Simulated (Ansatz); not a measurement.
AgCl: band-structure calculation

- system: AgCl (Cmcm, 4 atoms in the cell)
- method: DFT, r2SCAN, plane waves, PAW, no spin polarisation (Ansatz 0.2.0)

The structure derives from a Materials Project entry. The geometry comes from this level: r2SCAN (a point of a series of strains). It belongs to a series of runs on one base structure; here: hydrostatic strain +1.7%.

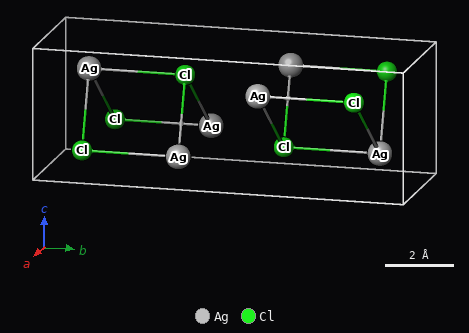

Fig. 1: The input geometry (ball-and-stick view of the cell 2 times as large as that of the calculation, set on its symmetry axes, seen slightly off an axis). An atom can appear more than once, as a periodic image.

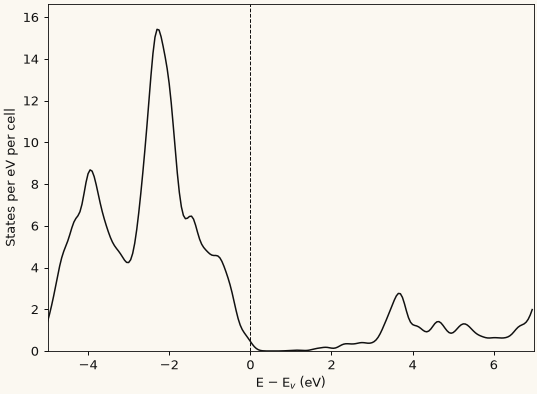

Fig. 2: Density of states (the curve is built from the levels of the k mesh with Gaussians 0.3 eV wide, which also blur the band edges), with energies from the valence-band top. There is a gap of 0.99 eV on the k-point mesh. Small ripples come from the finite k-point mesh.

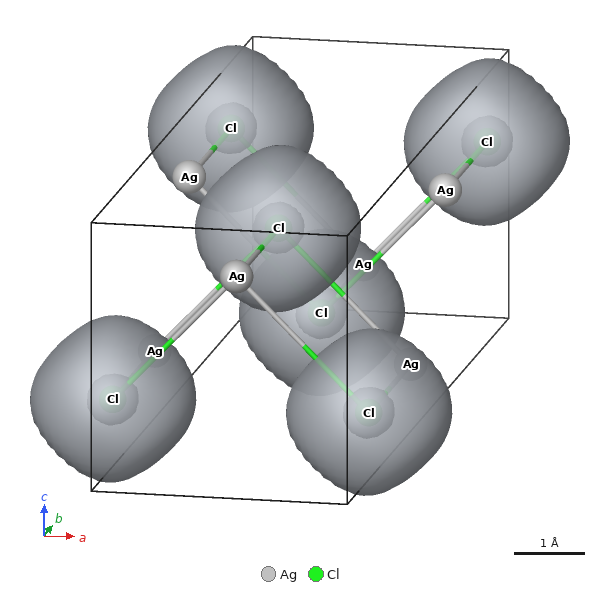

Fig. 3: Isosurface of the ELF at 0.65 (grey), seen slightly off an axis. Core shells and regions of very low density are left out. Sticks mark near contacts. The outline is the cell set on symmetry axes. Profiles from the grid: Ag–Cl (2.77 Å): the ELF peaks at about 0.85 in the valence shell of Cl, 0.8 Å from its nucleus, and drops to about 0.10 between the two atoms (a largely ionic contact). The fields are those of the smooth PAW valence density.

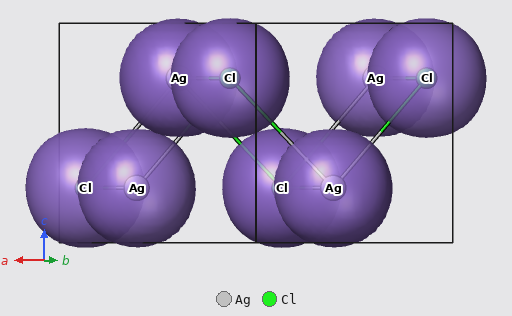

Fig. 4: Isosurface of the valence charge density (pseudo) at 0.4 e/Å³ (purple), seen along [110]. Sticks mark near contacts. The outline is the cell set on symmetry axes. At this value the density breaks into separate islands; it holds about 85 % of the electrons treated as valence (semicore included). It is pinched off along the Ag–Cl (2.77 Å) and Ag–Cl (2.93 Å) contacts. On the grid the lowest density along these lines, outside the cores, is 0.22 e/Å³ (Ag–Cl, 2.77 Å) and 0.16 e/Å³ (Ag–Cl, 2.93 Å).

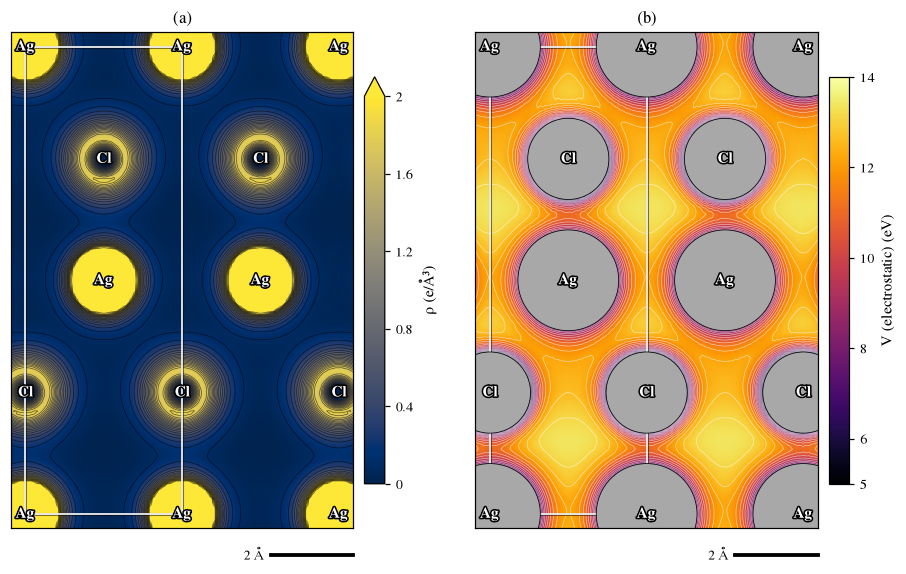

Fig. 5: (a) valence pseudo-density; (b) electrostatic potential energy of an electron on the (001) plane of the conventional cell. Grey discs, where drawn, cover atomic cores. Atoms in the plane: Ag and Cl. Ag–Cl (2.93 Å): ρ at the midpoint is about 0.16 e/Å³. Away from the nuclei the density in this plane falls to 0.02 e/Å³ at its lowest. Outside the cores the potential energy rises away from the atoms and is highest about 2.2 Å from the nearest atoms; outside the discs it spans about 8 eV, and its zero is arbitrary.

These pictures come from the run below.

Input:
```yaml
crystal:
  lattice:
    - [1.89388255, -5.6476312267, 0.0]
    - [1.89388255, 5.6476312267, 0.0]
    - [0.0, 0.0, 4.0070923717]
  atoms:
    - { symbol: Ag, position: [0.3926826977, 0.6073173023, 0.75] }
    - { symbol: Ag, position: [0.6073173023, 0.3926826977, 0.25] }
    - { symbol: Cl, position: [0.8671197881, 0.1328802119, 0.25] }
    - { symbol: Cl, position: [0.1328802119, 0.8671197881, 0.75] }
kpoints:
  mp_grid: { grid: [8, 8, 6] }
  band_path:
    path:
      - [0.0, 0.0, 0.0]
      - [-0.5, 0.5, 0.0]
      - [-0.2781134039, 0.7218865961, 0.0]
      - [0.2781134039, 0.2781134039, 0.0]
      - [0.0, 0.0, 0.5]
      - [0.2781134039, 0.2781134039, 0.5]
      - [-0.2781134039, 0.7218865961, 0.5]
      - [-0.5, 0.5, 0.5]
      - [0.0, 0.5, 0.0]
      - [0.244792, 0.244792, 0.0]
    npoints: 1
hamiltonian:
  xc: r2scan
scf:
  occupations: { method: fixed }
  n_extra_bands: 5
output:
  forces: true
  stress: true
  eigenvalues: true
  write_density: true
  write_potential: true
  elf: true
  volumetric_format: npy
```

Command:
```bash
ansatz run input.yaml --threads 4 --pin off --max-ram 4608MiB --backend cpu --events-out ev --progress --plain --runs-dir out
```

Output:
```
scf.n_extra_bands = 5 over 26 filled bands (N_el = 52.0): the run solves 31 bands
Engine: ansatz 0.2.0, aarch64-unknown-linux-gnu
Pseudopotentials: kind: paw
Pseudopotential: Ag, paw, valence charge 19, recommended cutoff 500 eV (meta_gga), Ag.paw.azcp
Pseudopotential: Cl, paw, valence charge 7, recommended cutoff 500 eV (meta_gga), Cl.paw.azcp
Functional definition: r2SCAN
  parameter k0 = 0.174
  parameter k1 = 0.065
  parameter a1 = 4.9479
  exchange = r2scan_x(k0 = k0, k1 = k1, a1 = a1)
  correlation = r2scan_c
Crystal: 4 atoms, lattice volume = 85.719 Å³
Basis set: ecut = 500 eV, 2153 PW (Γ), exchange–correlation on 180×180×120 points (64 copies of the dense FFT grid, shifted against one another)
Bands: 31, of which v1, the nominal top of the filled ones, is band 26 counted from 1 (25 counted from 0)
Symmetry: 8 space group operations
Space group: Cmcm (ITA 63), of the structure as read, at distance tolerance 4.4e-5 Å
k-points: 84 of 384
Non-local potential: Ag, projectors of the file, l = 0: 3, l = 1: 2, l = 2: 2, l = 3: 1
Non-local potential: Cl, projectors of the file, l = 0: 2, l = 1: 2, l = 2: 2
PAW form: soft (Blöchl's): semilocal exchange-correlation on the pseudo side does not see the compensation charge
PAW frozen core: Ag, regenerated for the run's functional (the file was generated under x = pbe(κ = 0.804, μ = 0.2195149727645171), c = pbe(β = 0.06672455060314922))
PAW frozen core: Cl, regenerated for the run's functional (the file was generated under x = pbe(κ = 0.804, μ = 0.2195149727645171), c = pbe(β = 0.06672455060314922))
PAW one-centre angular grid: Ag, 590 points (default); XC on 160 Gauss nodes
PAW one-centre angular grid: Cl, 302 points (default); XC on 160 Gauss nodes
Initial density: superposition of atomic densities (neutral atoms: chi_scale 0, normalization atom), corrected by the library's trained network
Initial wavefunctions: pseudopotential atomic-orbital guess
Functional: x = r2scan, c = r2scan; τ floored in thin density (d = 2e-4 eV/Å³)
SCF iter   1: F=—  HF=-17377.344162 eV  |F-HF|=—  |Δ(HF+E_count)|=         —  Δρ=8.41e-3  dr2=4.49e-2  dr2_τ=1.07e-2  ethr=1.77e-3  ⟨swp⟩=4.8  Hψ=8367  notcnv=0  defer=251
preconditioner: auto → Resta (q_TF=auto, 2.510 Å⁻¹)  ε∞=6.3  [insulator: Δε(μ)=1.034 eV  Ē_g=10.405 eV  n_scr=26 (ndim 8)  ℏωp=24.1 eV  f_vac=0.024  ε∞_Penn≈6.3]
SCF iter   2: F=—  HF=-17377.343118 eV  |F-HF|=—  |Δ(HF+E_count)|=   1.04e-3  Δρ=4.25e-3  dr2=7.37e-3  dr2_τ=1.42e-3  ethr=8.63e-5  ⟨swp⟩=2.7  Hψ=4380  notcnv=0  defer=252
SCF iter   3: F=—  HF=-17377.343676 eV  |F-HF|=—  |Δ(HF+E_count)|=   5.58e-4  Δρ=1.38e-3  dr2=1.02e-3  dr2_τ=6.52e-5  ethr=1.42e-5  ⟨swp⟩=2.0  Hψ=2691  notcnv=0  defer=252
SCF iter   4: F=—  HF=-17377.343783 eV  |F-HF|=—  |Δ(HF+E_count)|=   1.07e-4  Δρ=2.12e-4  dr2=3.12e-5  dr2_τ=2.80e-6  ethr=1.95e-6  ⟨swp⟩=2.2  Hψ=3917  notcnv=0  defer=252
SCF iter   5: F=—  HF=-17377.343788 eV  |F-HF|=—  |Δ(HF+E_count)|=   5.28e-6  Δρ=4.32e-5  dr2=1.30e-6  dr2_τ=1.19e-7  ethr=6.00e-8  ⟨swp⟩=2.0  Hψ=3789  notcnv=0  defer=88
SCF iter   6: F=-17377.343788 eV  HF=-17377.343788 eV  |F-HF|=1.98e-8  |Δ(HF+E_count)|=   3.95e-7  Δρ=1.08e-5  dr2=7.97e-8  dr2_τ=9.55e-9  ethr=1.92e-10  ⟨swp⟩=13.6  Hψ=20819  notcnv=0
SCF 1 converged in 6 iterations: F = -17377.343788 eV  dr2 = 7.97e-8
  greatest PAW one-centre occupation: 1.003 electrons in one spin orbital (limit 2), on the Ag atom at site 1 (counted from 0), in its partial waves of l = 1
NSCF: frozen V_eff on 10 k-points
SCF converged after 6 iterations
Free energy (F): -17377.343788 eV
Harris-Foulkes:  -17377.343788 eV  (|F-HF|=1.98e-8)
Internal energy: -17377.343788 eV  (E = F + TS)
E sigma→0 (E₀):  -17377.343788 eV
Fermi energy:    7.652790 eV
--- Per-component energies (eV) ---
  E_band       = -775.409407
  E_kinetic    = 1377.074183
  E_local      = -6518.918662  (includes V_loc(G=0)·N_el)
  E_nonlocal   = 228.002211
  E_hartree    = 2865.547786
  E_xc         = -560.219316
  E_vxc        = -787.282127  (∫ρ·V_xc dr)
  E_paw        = -9185.129490  (= ΣΔE_a)
  E_vpaw       = -856.367149  (= ΣTr[D̂ρ^β])
  E_aug_tail   = 0.000179  (compensation charges beyond the density's cutoff)
  E_vtau       = 50.999225  (kinetic-family band-sum trace: ∫τ·v_τ [+ j·A + Jᵃ·Aᵃ] dr)
  E_ewald      = -5582.409245
  E_core_change = -1.291435  (= ΣΔE_core)
  E_smearing   = -0.000000  (= −TS)
  E_closure    = 0.000000  (closes the sum)
  Σ components = -17377.343788   (vs F -17377.343788, Δ=0.00e0)
--- Forces (eV/Å), atoms counted from 1 ---
  atom   1  Ag     0.00000000     0.00213532     0.00000000
  atom   2  Ag     0.00000000    -0.00213532     0.00000000
  atom   3  Cl     0.00000000    -0.00091893     0.00000000
  atom   4  Cl     0.00000000     0.00091893     0.00000000
  max |Σ_I F_I| component: 1.08e-19 eV/Å
--- Stress (GPa, compression-positive) ---
       -2.518507       0.000000       0.000000
        0.000000      -1.674821       0.000000
        0.000000       0.000000      -2.541483
  P = ⅓ Tr σ = -2.2449 GPa (-22.449 kbar)
--- Band table (eV; the first three rows and the last of 84) ---
  k-point 0: bands = ["-84.6584", "-84.6568", "-47.3707", "-47.3529", "-47.3396", "-47.3283", "-47.3144", "-47.3121", "-7.8865", "-7.3580", "3.3651", "4.3664", "4.5835", "4.7480", "4.7789", "4.8803", "4.9751", "5.1202", "5.2379", "5.2762", "5.3521", "5.4680", "5.4958", "5.8884", "5.8992", "6.0965", "8.6443", "11.2563", "15.7875", "16.4681", "18.1035"]
  k-point 1: bands = ["-84.6583", "-84.6569", "-47.3699", "-47.3551", "-47.3381", "-47.3290", "-47.3142", "-47.3122", "-7.8156", "-7.3515", "3.4187", "3.8235", "4.1455", "4.3581", "4.4338", "4.5892", "4.9474", "5.0731", "5.2737", "5.3603", "5.3751", "5.5717", "6.0165", "6.0276", "6.2960", "6.4339", "9.4742", "11.8887", "15.8869", "15.8902", "17.2435"]
  k-point 2: bands = ["-84.6580", "-84.6572", "-47.3676", "-47.3596", "-47.3354", "-47.3306", "-47.3137", "-47.3126", "-7.6421", "-7.3664", "3.1296", "3.3034", "3.7145", "3.8072", "3.8840", "4.3218", "5.1245", "5.1464", "5.3311", "5.3335", "5.4451", "5.4881", "6.2554", "6.2855", "7.1459", "7.1785", "10.9800", "13.1650", "14.5052", "16.0168", "16.3530"]
  k-point 83: bands = ["-84.6576", "-84.6576", "-47.3642", "-47.3642", "-47.3327", "-47.3327", "-47.3131", "-47.3131", "-7.4496", "-7.4496", "2.5178", "2.5178", "3.6483", "3.6483", "3.9173", "3.9173", "5.2377", "5.2377", "5.3196", "5.3196", "5.8487", "5.8487", "6.9078", "6.9078", "7.4883", "7.4883", "11.9663", "11.9663", "14.7320", "14.7320", "16.3982"]
```

File bands.tsv:
```
# k_distance	band_0	band_1	band_2	band_3	band_4	band_5	band_6	band_7	band_8	band_9	band_10	band_11	band_12	band_13	band_14	band_15	band_16	band_17	band_18	band_19	band_20	band_21	band_22	band_23	band_24	band_25	band_26	band_27	band_28	band_29	band_30
# fermi_ev = 7.652790
# lock_threshold_ev = 1e-6
# [0, 0, 0] at k_distance = 0.000000
# [-0.5, 0.5, 0] at k_distance = 0.556267
# [-0.2781134039, 0.7218865961, 0] at k_distance = 1.292403
# [0.2781134039, 0.2781134039, 0] at k_distance = 1.879114
# [0, 0, 0.5] at k_distance = 3.089898
# [0.2781134039, 0.2781134039, 0.5] at k_distance = 4.012573
# [-0.2781134039, 0.7218865961, 0.5] at k_distance = 4.599285
# [-0.5, 0.5, 0.5] at k_distance = 5.335420
# [0, 0.5, 0] at k_distance = 6.510129
# [0.244792, 0.244792, 0] at k_distance = 6.788799
# levels_relative_to = fermi_ev
# free_energy_ev = -17377.343788
# largest_residual_norms_ev = 7.842e-4 8.720e-4 5.360e-4 6.414e-4 6.206e-4 5.765e-4 5.768e-4 6.093e-4 8.862e-4 2.031e-4 8.407e-4 1.069e-3 1.284e-3 9.110e-4 9.333e-4 1.151e-3 9.142e-4 1.134e-3 1.136e-3 6.562e-4 9.249e-4 5.019e-4 6.659e-4 5.754e-4 5.186e-4 5.260e-4 9.879e-4 1.333e-3 1.504e-3 1.041e-3 1.245e-3
0.000000	-92.311231	-92.309621	-55.023525	-55.005724	-54.992397	-54.981121	-54.967160	-54.964884	-15.539286	-15.010756	-4.287662	-3.286370	-3.069310	-2.904821	-2.873940	-2.772540	-2.677651	-2.532615	-2.414870	-2.376571	-2.300656	-2.184826	-2.156993	-1.764370	-1.753609	-1.556310	0.991500	3.603487	8.134758	8.815325	10.450673
0.556267	-92.311218	-92.309637	-55.023101	-55.006162	-54.992260	-54.981260	-54.967276	-54.964766	-15.285615	-15.266946	-3.964106	-3.763333	-3.126658	-2.946970	-2.909154	-2.820441	-2.658616	-2.608040	-2.567605	-2.510905	-2.476145	-2.340370	-1.896054	-1.748808	-1.576370	-1.572230	2.465469	3.997003	7.138202	8.824793	8.964215
1.292403	-92.311171	-92.309575	-55.023121	-55.005848	-54.992109	-54.981014	-54.969581	-54.967088	-15.135029	-14.967160	-5.188774	-4.762135	-4.385187	-4.049956	-4.003826	-3.109838	-2.826869	-2.494120	-2.187952	-2.008984	-1.978724	-1.949470	-1.194004	-0.723034	-0.097172	-0.064549	3.506083	6.085255	6.286368	7.354636	7.669528
1.879114	-92.311171	-92.309575	-55.023121	-55.005848	-54.992109	-54.981014	-54.969581	-54.967088	-15.135029	-14.967160	-5.188774	-4.762135	-4.385187	-4.049956	-4.003826	-3.109838	-2.826869	-2.494120	-2.187952	-2.008984	-1.978724	-1.949470	-1.194004	-0.723034	-0.097172	-0.064549	3.506083	6.085255	6.286368	7.354636	7.669528
3.089898	-92.310410	-92.310410	-55.016804	-55.016804	-54.985616	-54.985616	-54.965929	-54.965929	-15.116418	-15.116418	-4.712200	-4.712200	-4.065811	-4.065811	-3.603350	-3.603350	-2.411046	-2.411046	-2.312172	-2.312172	-2.248806	-2.248806	-1.278179	-1.278179	-0.122968	-0.122968	4.847960	4.847960	7.304860	7.304860	8.573391
4.012573	-92.310351	-92.310351	-55.016742	-55.016742	-54.985295	-54.985295	-54.968209	-54.968209	-15.016984	-15.016984	-4.230673	-4.230673	-3.797143	-3.797143	-3.169727	-3.169727	-2.736784	-2.736784	-2.304183	-2.304183	-2.103494	-2.103494	-1.902609	-1.902609	-1.369357	-1.369357	3.427152	3.427152	7.714991	7.714991	9.162543
4.599285	-92.310351	-92.310351	-55.016742	-55.016742	-54.985295	-54.985295	-54.968209	-54.968209	-15.016984	-15.016984	-4.230673	-4.230673	-3.797143	-3.797143	-3.169727	-3.169727	-2.736784	-2.736784	-2.304183	-2.304183	-2.103494	-2.103494	-1.902609	-1.902609	-1.369357	-1.369357	3.427152	3.427152	7.714991	7.714991	9.162543
5.335420	-92.310410	-92.310410	-55.016973	-55.016973	-54.985446	-54.985446	-54.965930	-54.965930	-15.102384	-15.102384	-5.134979	-5.134979	-4.004473	-4.004473	-3.735457	-3.735457	-2.415062	-2.415062	-2.333217	-2.333217	-1.804124	-1.804124	-0.744982	-0.744982	-0.164493	-0.164493	4.313515	4.313515	7.079203	7.079203	8.745382
6.510129	-92.311170	-92.309573	-55.023156	-55.005804	-54.992115	-54.980995	-54.969646	-54.967172	-15.152819	-14.934389	-5.121124	-4.881696	-4.419256	-4.194744	-4.054364	-2.944864	-2.832032	-2.337383	-2.118202	-2.025912	-1.996115	-1.798182	-1.281074	-0.974660	-0.064813	-0.007915	3.733096	5.664073	6.308502	7.486663	7.717479
6.788799	-92.311171	-92.309571	-55.023159	-55.005798	-54.992115	-54.980993	-54.969645	-54.967172	-15.158130	-14.929594	-5.184114	-4.842974	-4.423206	-4.085971	-4.045874	-2.940390	-2.838858	-2.497840	-2.176848	-1.990522	-1.925860	-1.904590	-1.267441	-0.815690	-0.080925	0.001930	3.696403	5.666264	6.170348	7.089654	7.689380
```

File rho_z.tsv:
```
# z_ang	rho[e/angstrom^3]
# format = ansatz-planar-average/11
# lattice	1.893882550	-5.647631227	0.000000000
# lattice	1.893882550	5.647631227	0.000000000
# lattice	0.000000000	0.000000000	4.007092372
# sites	4
# site	47	1.893882550	1.212177095	3.005319279
# site	47	1.893882550	-1.212177095	1.001773093
# site	17	1.893882550	-4.146714358	1.001773093
# site	17	1.893882550	4.146714358	3.005319279
0.000000	1.930294e-1
0.133570	2.150114e-1
0.267139	2.894714e-1
0.400709	4.261148e-1
0.534279	6.143735e-1
0.667849	8.193971e-1
0.801418	9.940943e-1
0.934988	1.094756e0
1.068558	1.094756e0
1.202128	9.940943e-1
1.335697	8.193971e-1
1.469267	6.143735e-1
1.602837	4.261148e-1
1.736407	2.894714e-1
1.869976	2.150114e-1
2.003546	1.930294e-1
2.137116	2.150114e-1
2.270686	2.894714e-1
2.404255	4.261148e-1
2.537825	6.143735e-1
2.671395	8.193971e-1
2.804965	9.940943e-1
2.938534	1.094756e0
3.072104	1.094756e0
3.205674	9.940943e-1
3.339244	8.193971e-1
3.472813	6.143735e-1
3.606383	4.261148e-1
3.739953	2.894714e-1
3.873523	2.150114e-1
```

Results in brief:

- outcome: converged
- space group (tolerance 0.01 Å): Cmcm (63)
- electrons treated: 52
- free energy: −17377.3438 eV
- Fermi energy: 7.653 eV
- gap on the k-point mesh: 0.99 eV
- pressure: −2.24 GPa
- largest force (length of the vector): 0.002 eV/Å
- hardware: 4 threads of Arm Neoverse V2, 24 GiB of memory available, shared host
- wall time: 8.2 s (CPU time 32 s)
- peak memory: 0.77 GiB
